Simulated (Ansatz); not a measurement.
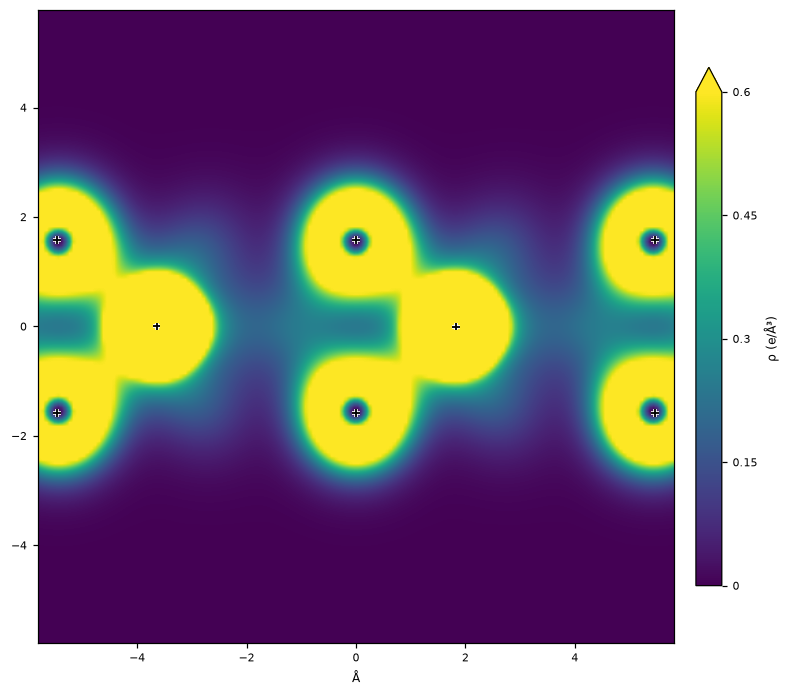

The valence electron density on a plane through atoms (crosses mark nuclei in the plane).

Level of theory: DFT PBE+D3(BJ), scalar-relativistic, plane waves, PAW in Ansatz.

Candidates:
A. Al (slab), a = 5.63 Å, b = 5.63 Å, c = 24.57 Å, α = 90.00°, β = 90.00°, γ = 90.00°. 
B. WS₂ (slab), a = 6.31 Å, b = 6.31 Å, c = 23.40 Å, α = 90.00°, β = 90.00°, γ = 120.00°. 
C. Al₈N (slab), a = 5.63 Å, b = 5.63 Å, c = 24.57 Å, α = 90.00°, β = 90.00°, γ = 90.00°. 

**Which candidate gave the map?**

Candidate B: WS₂ on the (110) plane of the calculation cell, a cut from vacuum to vacuum, which holds S and W. W–S (2.41 Å): ρ at the midpoint is about 0.63 e/Å³.
